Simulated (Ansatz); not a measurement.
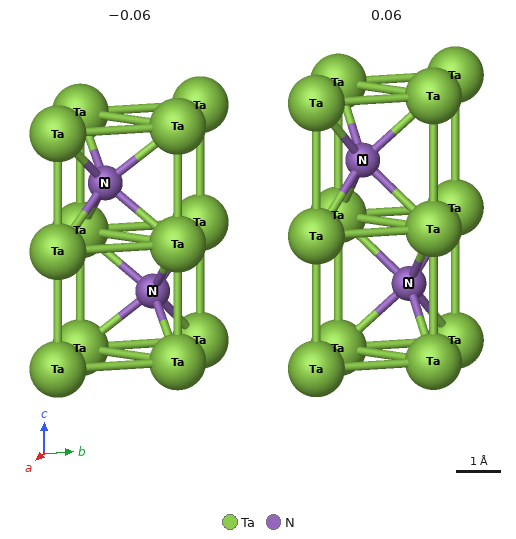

Solid TaN (set up in P6_3/mmc), under uniaxial strain along c (a, b relaxed, atoms fixed by symmetry), with energies (extrapolated to zero smearing) counted from the relaxed crystal, which is the row at zero. The picture shows the first and the last member. A ball-and-stick model of the cell of the calculation, seen slightly off an axis.

Computed with Ansatz 0.2.0: DFT PBE, scalar-relativistic, plane waves, PAW. Settings: plane-wave cutoff 420 eV; k-point mesh 24 × 24 × 10; occupations gaussian; smearing width 0.1 eV; no spin polarisation; force threshold 0.008 eV/Å.

```csv
strain,energy (meV/atom),a (Å),c (Å)
−0.06,95.18,2.963,5.560
−0.04,42.31,2.943,5.678
−0.02,10.37,2.929,5.797
0.0,0.00,2.917,5.915
0.02,10.08,2.908,6.033
0.04,?,?,?
0.06,84.11,2.894,6.270
```

Q: Fill in the missing row.

A: A parabola through three neighbouring rows (0.0, 0.02, 0.06) gives, with Lagrange weights, (−0.3333)(0.00) + (1.0000)(10.08) + (0.3333)(84.11) = 38.11 meV/atom. The calculation gives 38.63 meV/atom (a = 2.900 Å, c = 6.151 Å). The estimate is 0.52 meV/atom too low. From the first member to the last: Ta–Ta 2.780 → 3.135 Å, N–Ta 2.204 → 2.291 Å, Ta–Ta 2.963 → 2.894 Å.

The whole series:

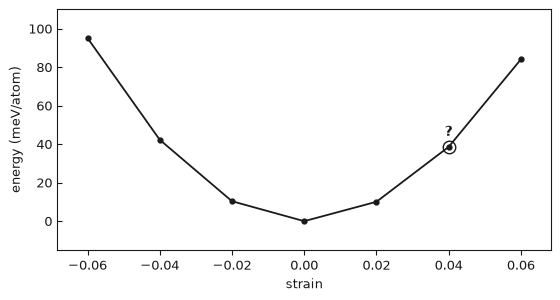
